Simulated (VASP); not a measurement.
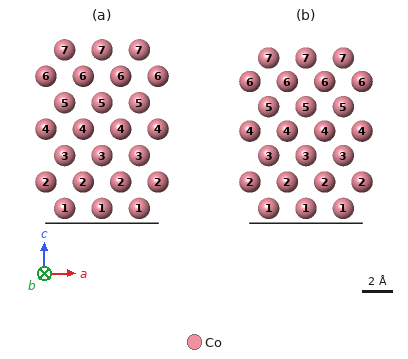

The structure of a slab of composition Co before (left) and after (right) a relaxation, at one scale.

The picture is a spheres-only view of the 3 × 2 repeat of the cell, outlined in the plane, without the vacuum, seen along the b axis.

The run lets the atoms move in a fixed cell. 3 atoms are held fixed.

Theory: Kohn-Sham DFT of a periodic cell, PBE with D3(BJ), VASP PAW PBE potentials, recommended (VASP).

Input file:
```
SYSTEM = Co
  PREC = Accurate
  ENCUT = 520
  EDIFF = 1E-6
  ISMEAR = 0
  SIGMA = 0.05
  LREAL = .FALSE.
  LASPH = .TRUE.
  NELM = 120
  ALGO = Normal
  ISIF = 2
  LWAVE = .FALSE.
  LCHARG = .FALSE.
  ISPIN = 2
  MAGMOM = 2 2 2 2 2 2 2
  LORBIT = 11
  LMAXMIX = 4
  LDIPOL = .TRUE.
  IDIPOL = 3
  DIPOL = 0.5 0.5 0.500
  GGA = PE
  IVDW = 12
  IBRION = 2
  NSW = 60
  EDIFFG = -0.01
```

Run as
```bash
cat potpaw_PBE.64/Co/POTCAR > POTCAR
mpirun -np 1 vasp_std > vasp.out
```

### Summarise the run.

The largest move is that of Co7, 0.55 Å along the normal (−c). The lattice vectors keep their values. Some distances before and after: Co6–Co7 2.540 → 2.406 Å, Co3–Co4 2.540 → 2.447 Å, Co5–Co6 2.540 → 2.478 Å. After 16 geometry steps the energy has fallen by 0.209 eV per cell of the calculation. The largest force component goes from 0.87 to 0.9 eV/Å.
